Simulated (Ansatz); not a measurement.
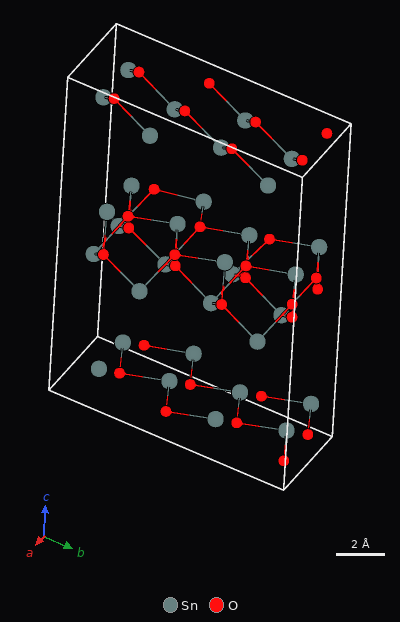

The input geometry (ball-and-stick view of the cell of the calculation, seen slightly off an axis). An atom can appear more than once, as a periodic image.

Single-point calculation of Sn₃₂O₃₁ (part 1 of 2)

The run: single-point calculation of Sn₃₂O₃₁ (defect cell, 63 atoms in the cell). Method and program: DFT PBE, scalar-relativistic, plane waves, PAW, spin-polarised (Ansatz 0.2.0).

The structure derives from a Materials Project entry.

### The input
```yaml
crystal:
  lattice:
    - [-6.71001, 0.0, -8.44394]
    - [-6.71001, 0.0, 8.44394]
    - [6.71001, 11.348208, 0.0]
  atoms:
    - { symbol: Sn, position: [0.9274789915, 0.1889542012, 0.1162951148] }
    - { symbol: Sn, position: [0.931329126, 0.6858243799, 0.6167586674] }
    - { symbol: Sn, position: [0.4283737319, 0.1875615457, 0.1142070819] }
    - { symbol: Sn, position: [0.9297132847, 0.1836085526, 0.6168452303] }
    - { symbol: Sn, position: [0.6826718108, 0.4331645651, 0.6153384456] }
    - { symbol: Sn, position: [0.4338242558, 0.6870424818, 0.6178149412] }
    - { symbol: Sn, position: [0.9269629949, 0.6859632041, 0.1143256131] }
    - { symbol: Sn, position: [0.6784300678, 0.9364969448, 0.1155040408] }
    - { symbol: Sn, position: [0.4304470244, 0.1846034062, 0.6148605898] }
    - { symbol: Sn, position: [0.161056684, 0.4375077432, 0.5985528804], spin: 0.2 }
    - { symbol: Sn, position: [0.676087247, 0.4372472206, 0.1132833441] }
    - { symbol: Sn, position: [0.4281866273, 0.6864848686, 0.1144890044] }
    - { symbol: Sn, position: [0.1777333353, 0.9373752118, 0.1149623863] }
    - { symbol: Sn, position: [0.6780934447, 0.9357186292, 0.6138304531] }
    - { symbol: Sn, position: [0.1790661662, 0.437178266, 0.1153892297] }
    - { symbol: Sn, position: [0.1829933424, 0.9327037722, 0.6155168871] }
    - { symbol: Sn, position: [0.0650746404, 0.0725139821, 0.3872754043] }
    - { symbol: Sn, position: [0.0630654797, 0.5712888475, 0.8843396736] }
    - { symbol: Sn, position: [0.5657164984, 0.0704090928, 0.3832616861] }
    - { symbol: Sn, position: [0.0619121807, 0.0730820803, 0.8856562256] }
    - { symbol: Sn, position: [0.8130621577, 0.320950058, 0.883987313] }
    - { symbol: Sn, position: [0.560780498, 0.5717391486, 0.8828517337] }
    - { symbol: Sn, position: [0.0703919336, 0.5577003257, 0.389436691], spin: 0.2 }
    - { symbol: Sn, position: [0.816645846, 0.819566506, 0.3859313209] }
    - { symbol: Sn, position: [0.5632366121, 0.0709441282, 0.8839725564] }
    - { symbol: Sn, position: [0.3111945523, 0.3222519857, 0.8827409075] }
    - { symbol: Sn, position: [0.831217746, 0.3197400294, 0.3896007384], spin: 0.2 }
    - { symbol: Sn, position: [0.5662478699, 0.5701764174, 0.3861147019] }
    - { symbol: Sn, position: [0.3130767735, 0.8174084484, 0.3832561863] }
    - { symbol: Sn, position: [0.8126852525, 0.8238706634, 0.8857375493] }
    - { symbol: Sn, position: [0.3149621123, 0.3232941422, 0.3879953912] }
    - { symbol: Sn, position: [0.3132682034, 0.821496689, 0.8843954836] }
    - { symbol: O, position: [0.0374957793, 0.9089894816, 0.9463807521] }
    - { symbol: O, position: [0.5394920297, 0.4074674101, 0.4486919843] }
    - { symbol: O, position: [0.0383318327, 0.407900664, 0.9463328589] }
    - { symbol: O, position: [0.7860443918, 0.6593361654, 0.9458997841] }
    - { symbol: O, position: [0.538638875, 0.908155434, 0.9464610523] }
    - { symbol: O, position: [0.0418431254, 0.9101428001, 0.4493782834] }
    - { symbol: O, position: [0.7913105491, 0.1533649078, 0.4466921223] }
    - { symbol: O, position: [0.53590559, 0.4075605326, 0.9433794718] }
    - { symbol: O, position: [0.2881609458, 0.6573438134, 0.9453194652] }
    - { symbol: O, position: [0.7911416869, 0.6568197107, 0.4480441613] }
    - { symbol: O, position: [0.5387390459, 0.9048013948, 0.4435135398] }
    - { symbol: O, position: [0.2896242784, 0.1575423338, 0.4467992758] }
    - { symbol: O, position: [0.7884929577, 0.1579992011, 0.9462847441] }
    - { symbol: O, position: [0.2936947959, 0.6554870423, 0.4474019796] }
    - { symbol: O, position: [0.2865914987, 0.1600205765, 0.9457594182] }
    - { symbol: O, position: [0.843302575, 0.9640608139, 0.0557258206] }
    - { symbol: O, position: [0.8469784028, 0.4602201397, 0.5541551596], spin: 0.2 }
    - { symbol: O, position: [0.3406945539, 0.9623732216, 0.0528171473] }
    - { symbol: O, position: [0.8440509556, 0.9592871105, 0.5547630006] }
    - { symbol: O, position: [0.5941228309, 0.2086060924, 0.5530877732] }
    - { symbol: O, position: [0.341907887, 0.4623813571, 0.5570896551], spin: 0.2 }
    - { symbol: O, position: [0.8400451631, 0.4612012033, 0.0519617186] }
    - { symbol: O, position: [0.5917058003, 0.7112425811, 0.0528401318] }
    - { symbol: O, position: [0.3448311406, 0.9590916034, 0.5528478485] }
    - { symbol: O, position: [0.0938686043, 0.215468584, 0.5557875861], spin: 0.2 }
    - { symbol: O, position: [0.5908437931, 0.2119715062, 0.0519072606] }
    - { symbol: O, position: [0.3416466708, 0.4612956302, 0.0527495459] }
    - { symbol: O, position: [0.0906409114, 0.7122282717, 0.0527853433] }
    - { symbol: O, position: [0.5958702318, 0.7109963244, 0.5552663589] }
    - { symbol: O, position: [0.0917778714, 0.2125240816, 0.055671896] }
    - { symbol: O, position: [0.0936238707, 0.7073264911, 0.5536113674], spin: 0.2 }
magnetization:
  spin_polarized: true
basis:
  ecutwfc: 420
  fft_grid_basis: typed
kpoints:
  mp_grid: { grid: [1, 1, 1] }
hamiltonian:
  xc: pbe
  pseudopotentials: { kind: paw }
scf:
  occupations: { method: gaussian, width: 0.05 }
output:
  forces: true
  stress: false
  eigenvalues: true
  bader: true
  write_density: true
  volumetric_format: npy
  populations: true
```

Run on 8 threads of Arm Neoverse V1, 24 GiB of memory available, shared host.

Launch command:
```bash
ansatz run input.yaml --threads 8 --pin off --max-ram 16384MiB --backend cpu --events-out ev --progress --plain --runs-dir out
```

### Log
```
Engine: ansatz 0.2.0, aarch64-unknown-linux-gnu
Pseudopotentials: kind: paw
Pseudopotential: Sn, paw, valence charge 14, recommended cutoff 420 eV (normal), Sn.paw.azcp
Pseudopotential: O, paw, valence charge 6, recommended cutoff 420 eV (normal), O.paw.azcp
Functional definition: PBE
  parameter kappa = 0.804
  parameter beta = 0.06672455060314922
  exchange = pbe_x(kappa = kappa, mu = beta*pi^2/3)
  correlation = pbe_c(beta = beta)
Crystal: 63 atoms, lattice volume = 1285.954 Å³
Basis set: ecut = 420 eV, 25067 PW (Γ), exchange–correlation on 150×150×180 points (8 copies of the dense FFT grid, shifted against one another)
Bands: 382, of which v1, the nominal top of the filled ones, is band 317 counted from 1 (316 counted from 0)
Symmetry: 1 space group operations
Space group: P1 (ITA 1), of the structure as read, at distance tolerance 1.1e-4 Å
Magnetic group: BNS 1.1 (UNI 1), of the structure as read, at distance tolerance 1.1e-4 Å
k-points: 1
Non-local potential: Sn, projectors of the file, l = 0: 2, l = 1: 2, l = 2: 2, l = 3: 2
Non-local potential: O, projectors of the file, l = 0: 2, l = 1: 2, l = 2: 1
PAW form: soft (Blöchl's): semilocal exchange-correlation on the pseudo side does not see the compensation charge
PAW one-centre angular grid: Sn, 590 points (default); XC on 64 Gauss nodes
PAW one-centre angular grid: O, 110 points (default); XC on 64 Gauss nodes
Initial density: superposition of atomic densities (chi_scale 0.1, normalization cell, long waves kept (reshape's long-wave potential 0.48 eV rms))
Starting moments: Σ|m| = 1.4 μB on 7 of 63 sites
Initial wavefunctions: pseudopotential atomic-orbital guess
Functional: x = pbe(κ = 0.804, μ = 0.2195149727645171), c = pbe(β = 0.06672455060314922)
SCF iter   1: F=—  HF=-210372.364761 eV  |F-HF|=—  |Δ(HF+E_count)|=         —  Δρ=2.40e-2 (↑2.37e-2 ↓2.40e-2)  dr2=4.16e1  dr2_m=1.69e-1  M=0.000 μB ∫|m|=0.289 μB  β_m=0.30  ethr=3.10e-3  ⟨swp⟩=6.0  Hψ=2858  notcnv=0
preconditioner: auto → Resta (q_TF=auto, 2.425 Å⁻¹)  ε∞=3.1  [insulator: Δε(μ)=1.117 eV  Ē_g=18.028 eV  σ=0.050 eV  W_gap=1.00  n_scr=318 (ndim 8)  ℏωp=26.1 eV  f_vac=0.000  D(μ)=0.00/eV (n_scr^D=0)  ε∞_Penn≈3.1]
spin=Collinear: Resta preconditioning applied to the charge; magnetization (m = ρ↑ − ρ↓) channel mixes plain (no charge-response kernel on spin).
SCF iter   2: F=—  HF=-210365.256635 eV  |F-HF|=—  |Δ(HF+E_count)|=    7.11e0  Δρ=1.49e-2 (↑1.45e-2 ↓1.49e-2)  dr2=1.46e1  dr2_m=9.15e-2  M=0.000 μB ∫|m|=0.222 μB  β_m=0.30  ethr=3.10e-3  ⟨swp⟩=4.0  Hψ=1528  notcnv=0  defer=118
SCF iter   3: F=—  HF=-210361.910144 eV  |F-HF|=—  |Δ(HF+E_count)|=    3.35e0  Δρ=6.38e-3 (↑6.13e-3 ↓6.38e-3)  dr2=1.89e0  dr2_m=4.96e-2  M=0.000 μB ∫|m|=0.175 μB  β_m=0.30  ethr=2.31e-3  ⟨swp⟩=4.0  Hψ=1317  notcnv=0  defer=118
SCF iter   4: F=—  HF=-210361.725918 eV  |F-HF|=—  |Δ(HF+E_count)|=   1.84e-1  Δρ=3.29e-3 (↑3.29e-3 ↓3.18e-3)  dr2=3.32e-1  dr2_m=2.73e-2  M=0.000 μB ∫|m|=0.139 μB  β_m=0.30  ethr=2.97e-4  ⟨swp⟩=5.0  Hψ=1538  notcnv=0  defer=116
SCF iter   5: F=—  HF=-210361.752532 eV  |F-HF|=—  |Δ(HF+E_count)|=   2.66e-2  Δρ=1.33e-3 (↑1.33e-3 ↓1.31e-3)  dr2=2.30e-2  dr2_m=1.52e-2  M=0.000 μB ∫|m|=0.110 μB  β_m=0.30  ethr=5.23e-5  ⟨swp⟩=3.0  Hψ=1298  notcnv=0  defer=116
SCF iter   6: F=—  HF=-210361.760719 eV  |F-HF|=—  |Δ(HF+E_count)|=   8.19e-3  Δρ=9.84e-4 (↑9.80e-4 ↓9.84e-4)  dr2=7.52e-3  dr2_m=8.55e-3  M=0.000 μB ∫|m|=0.088 μB  β_m=0.30  ethr=3.62e-6  ⟨swp⟩=2.0  Hψ=1220  notcnv=0  defer=116
SCF iter   7: F=—  HF=-210361.767529 eV  |F-HF|=—  |Δ(HF+E_count)|=   6.81e-3  Δρ=6.69e-4 (↑6.57e-4 ↓6.69e-4)  dr2=7.06e-4  dr2_m=4.87e-3  M=0.000 μB ∫|m|=0.071 μB  β_m=0.30  ethr=1.19e-6  ⟨swp⟩=2.0  Hψ=1282  notcnv=0  defer=116
Mixer restart at iter 7: flushing history
spin-set hold released at iteration 7 (site moments contracting): the magnetisation degrees of freedom join the quasi-Newton model from the next iteration; the mixer history was flushed
SCF iter   8: F=—  HF=-210361.768684 eV  |F-HF|=—  |Δ(HF+E_count)|=   1.15e-3  Δρ=5.04e-4 (↑5.00e-4 ↓5.04e-4)  dr2=3.76e-4  dr2_m=2.81e-3  M=0.000 μB ∫|m|=0.057 μB  β_m=0.65  ethr=1.11e-7  ⟨swp⟩=2.0  Hψ=905  notcnv=0  defer=116
SCF iter   9: F=—  HF=-210361.770508 eV  |F-HF|=—  |Δ(HF+E_count)|=   1.82e-3  Δρ=6.49e-5 (↑4.99e-5 ↓6.49e-5)  dr2=2.16e-5  dr2_m=3.52e-5  M=0.000 μB ∫|m|=0.011 μB  β_m=0.73  ethr=5.92e-8  ⟨swp⟩=3.0  Hψ=1286  notcnv=0  defer=116
SCF iter  10: F=—  HF=-210361.771333 eV  |F-HF|=—  |Δ(HF+E_count)|=   8.25e-4  Δρ=3.31e-5 (↑3.31e-5 ↓1.78e-5)  dr2=1.87e-5  dr2_m=3.91e-6  M=0.000 μB ∫|m|=0.004 μB  β_m=0.75  ethr=3.40e-9  ⟨swp⟩=2.5  Hψ=1399  notcnv=0  defer=116
SCF iter  11: F=—  HF=-210361.771336 eV  |F-HF|=—  |Δ(HF+E_count)|=   3.82e-6  Δρ=1.94e-5 (↑1.41e-5 ↓1.94e-5)  dr2=1.46e-5  dr2_m=3.57e-7  M=0.000 μB ∫|m|=0.001 μB  β_m=0.62  ethr=2.95e-9  ⟨swp⟩=2.0  Hψ=1119  notcnv=0  defer=116
SCF iter  12: F=—  HF=-210361.771334 eV  |F-HF|=—  |Δ(HF+E_count)|=   2.05e-6  Δρ=3.33e-6 (↑2.36e-6 ↓3.33e-6)  dr2=3.32e-7  dr2_m=2.01e-8  M=0.000 μB ∫|m|=0.000 μB  β_m=0.67  ethr=2.30e-9  ⟨swp⟩=2.0  Hψ=959  notcnv=0  defer=116
SCF iter  13: F=—  HF=-210361.771334 eV  |F-HF|=—  |Δ(HF+E_count)|=   1.65e-8  Δρ=7.66e-7 (↑6.70e-7 ↓7.66e-7)  dr2=2.61e-8  dr2_m=8.55e-10  M=0.000 μB ∫|m|=0.000 μB  β_m=0.72  ethr=1.58e-11  ⟨swp⟩=13.0  Hψ=4262  notcnv=0
SCF iter  14: F=-210361.771334 eV  HF=-210361.771334 eV  |F-HF|=7.92e-9  |Δ(HF+E_count)|=   8.21e-9  Δρ=5.49e-7 (↑5.49e-7 ↓4.80e-7)  dr2=1.37e-8  dr2_m=2.51e-10  M=0.000 μB ∫|m|=0.000 μB  ethr=4.12e-12  ⟨swp⟩=3.0  Hψ=1656  notcnv=0
SCF 1 converged in 14 iterations: F = -210361.771334 eV  dr2 = 1.37e-8
  greatest PAW one-centre occupation: 0.993 electrons in one spin orbital (limit 2), on the Sn atom at site 15 (counted from 0), in its partial waves of l = 2
```

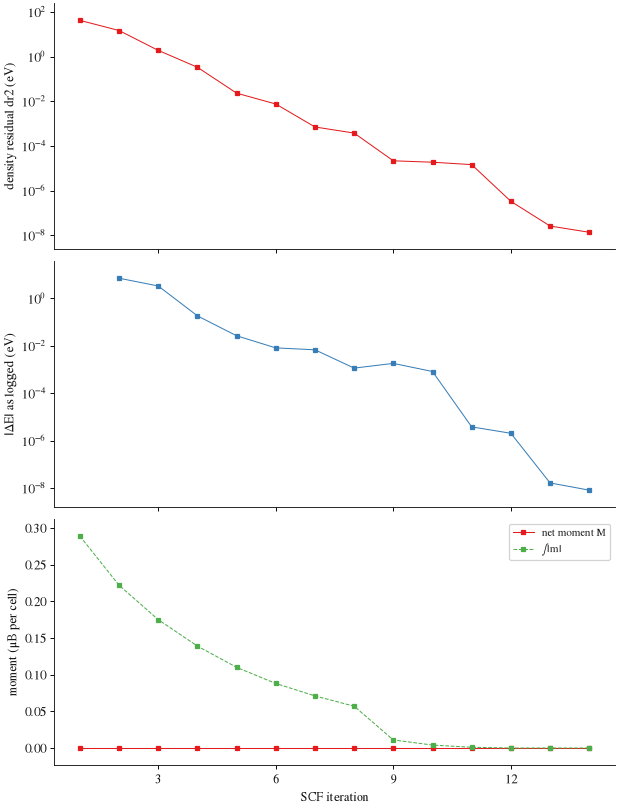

Convergence of the self-consistent field: density residual dr2, size of the energy change and magnetic moment against the SCF iteration. The residual falls at every step. The net moment stays at 0.0 μB per cell, and ∫|m| falls to zero.

```
WARN: the starting moments were not kept: the SCF closed with an absolute magnetisation of 7.8e-5 μB, where they sum to 1.4 μB in size (7 sites). That is at most 0.1 of that sum. Measured as dr2_m measures the in/out step, that magnetisation stands 6.5e-11 eV from none, at or under the dr2_threshold of 1.0e-7 eV: it is no larger than a step whose dr2_m would equal this threshold. The system may hold no moment; this SCF shows only that its start led to no more than that. To try another start: raise the starting moments (crystal.atoms[].spin, magnetization.per_species, magnetization.initial_magnetization, or on a non-collinear deck that types none of these the spinor_matrix: blocks that start its atoms; where the total moment is fixed, keep their sum and leave initial_magnetization as it is; typed ones take the place of any that the run laid by itself, positive ones on a crystal's lanthanoids without a Hubbard term where scf.initial_density.shell_occupations: [] is typed) or, if the notice of its spin-set hold's release reads "site moments contracting" or "site moments show no strong build", lengthen the hold (scf.mixing.spin_hold: { on: { confirm: 4 } }; for m-r²SCAN on two components see the key's manual first). Each may lead to a state that holds a moment. A second SCF, from the converged charge density, with the starting moments and any scf.initial_density.shell_occupations laid on it anew, would have followed, and was not run: the deck does not ask for one (magnetization.retry_lost_moments is false, the default). To let it run, set magnetization.retry_lost_moments: true and run the deck again, where that key's refused combinations let it; where memory then withholds it, that run's warning says so.
SCF converged after 14 iterations
Magnetization: 0.0000 μB (317.0000 up, 317.0000 down)
Absolute magnetization: 0.0001 μB (∫|ρ↑−ρ↓|, with the PAW one-centre terms)
Spin contamination: 0.0000 ħ² per cell (⟨S²⟩ above its minimum at these occupations)
Per-site moments (μB) at R_I (Å): [(7.3592809595709646e-9, 0.880315176439004), (4.296978746289381e-8, 0.8796136307927099), (-4.074871740796219e-8, 0.8832425399129346), (2.0446407904409087e-8, 0.8811197457527946), (2.9721296127787196e-8, 0.8809290576920796), (2.210176302885613e-8, 0.8828348009506536), (-4.084685798050709e-8, 0.8832302800416569), (-8.709739572611014e-9, 0.8814061872548096), (4.633736914731026e-9, 0.880872413334835), (5.850771916382288e-7, 0.8923882249558134), (-7.495392259188635e-9, 0.8835688378846415), (-2.4520368620598484e-8, 0.8810699406871225), (-4.98396609898317e-8, 0.8800833584182507), (5.697552796485383e-9, 0.8822173502950955), (-9.49812620839436e-9, 0.8814736099016596), (2.948862148170474e-8, 0.8806298837816622), (-1.9941974026014012e-8, 0.8834278295423474), (-4.102473587597705e-9, 0.8818584804916184), (-4.51897669801116e-10, 0.8822199855417967), (-1.0427434329187606e-8, 0.8826537857341823), (-1.2082269498973823e-8, 0.879739074581225), (-1.1551925694082849e-8, 0.8810393232382154), (-2.691389427329519e-7, 0.8860158536047105), (-9.143188858240804e-11, 0.8818609781720362), (-1.2004658307690054e-8, 0.8798104059748018), (-1.1762219485911728e-8, 0.8811452268949052), (-2.559559278902787e-7, 0.8846519808650857), (-3.133033650671171e-10, 0.8814803104574425), (-4.3665563128654083e-10, 0.8814592761724362), (-1.0602612231403936e-8, 0.8825336310511155), (-1.7971126807978713e-8, 0.8827223452540969), (-3.6445932553392804e-9, 0.8818925194215327), (5.127738360379481e-8, 0.8800833584182507), (-6.012809503656482e-7, 0.8809290576920796), (9.87459259484127e-8, 0.8814736099016596), (-1.200145073165272e-7, 0.8832302800416569), (1.0233394366827707e-7, 0.8814061872548096), (-5.92484424577291e-7, 0.8806298837816622), (-7.178754005623056e-7, 0.8811197457527946), (6.55922879634483e-8, 0.8835688378846415), (3.032384228328987e-7, 0.8810699406871225), (-4.3748600322906925e-7, 0.8796136307927099), (-2.1115155164858334e-7, 0.8822173502950955), (-4.7288171376614925e-7, 0.880872413334835), (-1.0165412887535862e-7, 0.880315176439004), (-7.3514257518349e-7, 0.8828348009506536), (-1.2478410550562885e-7, 0.8832425399129346), (-2.5464061115639384e-7, 0.8825336310511155), (-7.457706658459204e-7, 0.8846519808650857), (-7.37282154333871e-8, 0.8818925194215327), (-6.84314475760154e-7, 0.8818609781720362), (-9.150818334613591e-7, 0.8822199855417967), (5.402459258884381e-7, 0.8827223452540969), (-2.4416286093341097e-7, 0.879739074581225), (-3.7576420644673283e-7, 0.8810393232382154), (-9.112603734880679e-7, 0.8814592761724362), (5.688783156884451e-7, 0.8834278295423474), (-2.3720938089301026e-7, 0.8798104059748018), (-3.784826427852993e-7, 0.8811452268949052), (-6.345730546316671e-8, 0.8818584804916184), (-6.850638012485832e-7, 0.8814803104574425), (-2.5326975919236686e-7, 0.8826537857341823), (-7.421402633412456e-7, 0.8860158536047105)]
Free energy (F): -210361.771334 eV
Harris-Foulkes:  -210361.771334 eV  (|F-HF|=7.92e-9)
Internal energy: -210361.771334 eV  (E = F + TS)
E sigma→0 (E₀):  -210361.771334 eV
Fermi energy:    8.190464 eV
--- Per-component energies (eV) ---
  E_band       = -4107.957628
  E_kinetic    = 11359.383655
  E_local      = -48433.735235  (includes V_loc(G=0)·N_el)
  E_nonlocal   = 459.857380
  E_hartree    = 25461.483598
  E_xc         = -14518.720419
  E_vxc        = -5972.326033  (∫ρ·V_xc dr)
  E_paw        = -137244.443147  (= ΣΔE_a)
  E_vpaw       = -12444.174939  (= ΣTr[D̂ρ^β])
  E_aug_tail   = 0.074705  (compensation charges beyond the density's cutoff)
  E_ewald      = -47445.671872
  E_smearing   = -0.000000  (= −TS)
  E_closure    = 0.000000  (closes the sum)
  Σ components = -210361.771334   (vs F -210361.771334, Δ=0.00e0)
```
